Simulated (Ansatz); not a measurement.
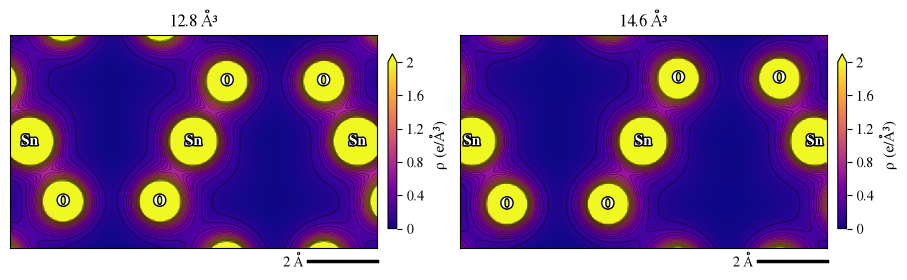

SnO$_{2}$. The valence electron density of cells scaled evenly to different volumes (given per atom above each panel), on the (110) plane of each (indices in the axes of the cell below), at one length scale and on one colour scale.

A structure from a database of computed crystals, not necessarily the ambient phase.

Theory: Ansatz, DFT LDA+D3(BJ), scalar-relativistic, plane waves, PAW.

The largest cell:

```
CELL_PARAMETERS angstrom
3.18158 0.00000 0.00000
-1.59079 2.75533 0.00000
0.00000 0.00000 9.99556
ATOMIC_POSITIONS crystal
Sn 0.00000 0.00000 0.50000
Sn 0.00000 0.00000 0.00000
O 0.66667 0.33333 0.39709
O 0.66667 0.33333 0.10291
O 0.33333 0.66667 0.60291
O 0.33333 0.66667 0.89709
```

| volume (Å³/atom) | Sn–O contact in the plane (Å) | ρ at its midpoint (e/Å³) | pressure (GPa) | gap on the mesh (eV) | 
| --- | --- | --- | --- | --- |
| 12.76 | 2.012 | 0.761 | 19.4 | 2.83 | 
| 13.13 | 2.032 | ? | ? | ? | 
| 14.60 | 2.105 | 0.631 | −6.3 | 1.91 | 

Q: Estimate the missing row, and compare with the calculation.

A: Over the known rows ln ρ falls by 2.01 per Å of Sn–O distance (the line through the two), which gives 0.731 e/Å³ at 2.032 Å; the calculation gives 0.731 e/Å³. For the pressure, a straight line in volume between the neighbouring rows gives 14.2 GPa; the calculation gives 12.6, lower because pressure rises ever faster on compression. For the gap on the mesh, a straight line in volume between the neighbouring rows gives 2.64 eV; the calculation gives 2.62.
